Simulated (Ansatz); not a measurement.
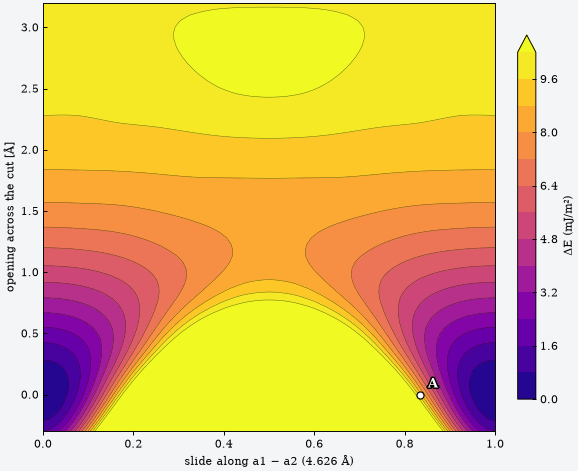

N (P6_3/mmc, No. 194; 8 atoms in the cell). Rigid slide and opening across a plane, one cut a cell; the plane is (0 0 1) of the conventional cell. Coordinates scanned: (1) slide along a1 − a2 (4.626 Å); (2) opening across the cut. Nothing is relaxed (rigid halves). The scan uses a 12 × 7 grid; 49 points were computed and 35 follow by symmetry. Points are written as (first, second). Energies are in mJ/m², from the lowest grid point. All numbers below come from Ansatz, DFT PBEsol, scalar-relativistic, plane waves, PAW. Settings: cutoff 520 eV, k-mesh 6×6×2 in the order of the run's cell vectors, gaussian smearing 0.05 eV, no spin polarisation.

The picture shows filled contours, one colour for all values above the top of the scale, the point A. Between grid points the surface is interpolated.

Question: Which way does the force act at A, and how strong is it?

Answer: A, at (0.833, 0.0 Å), is not a stationary point. The computed force is 126 mJ/m² for each unit of the axis towards larger values of slide along a1 − a2 (4.626 Å) and 25 mJ/m² for each Å towards larger values of opening across the cut.
